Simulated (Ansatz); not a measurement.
System: CaF2.

Input file:

```
crystal:
  lattice:
    - [0.0, 2.7716451875, 2.7716451875]
    - [2.7716451875, 0.0, 2.7716451875]
    - [2.7716451875, 2.7716451875, 0.0]
  atoms:
    - { symbol: Ca, position: [0.0, 0.0, 0.0] }
    - { symbol: F, position: [0.25, 0.25, 0.25] }
    - { symbol: F, position: [0.75, 0.75, 0.75] }
basis:
  ecutwfc: 420
kpoints:
  mp_grid: { grid: [8, 8, 8] }
hamiltonian:
  xc: pbe
scf:
  occupations: { method: gaussian, width: 0.02 }
output:
  forces: true
  stress: true
  eigenvalues: true
  write_density: true
  write_potential: true
  elf: true
  volumetric_format: npy
```

Run with:

```sh
ansatz run input.yaml --threads 1 --pin off --max-ram 1331MiB --backend cpu --events-out ev --progress --plain --runs-dir out
```

Below, planes, directions and counts refer to the conventional cell (a = 5.54 Å, b = 5.54 Å, c = 5.54 Å, α = 90.00°, β = 90.00°, γ = 90.00°).

Space group Fm-3m; changed on purpose from its base cell (strained and moved within a subgroup).

The calculation used DFT PBE, scalar-relativistic, plane waves, PAW in Ansatz 0.2.0.

### Predict the valence pseudo-density and electron localisation function between the atoms.

Ca–F (2.40 Å): ρ at the midpoint is about 0.2 e/Å³; the ELF is about 0.05 at the midpoint: an ionic contact with no shared pair.

### Does the calculation give a band gap?

It is gapped, with a Kohn–Sham gap of 7.0 eV on the k-point mesh, an upper bound to the gap of this method.

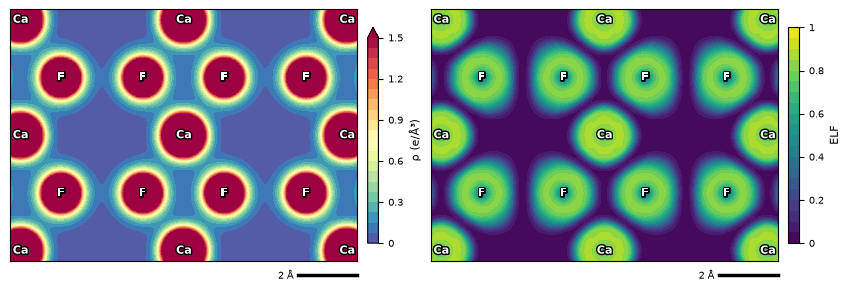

Computed valence pseudo-density and electron localisation function on the (101) plane of the conventional cell, in this order. 
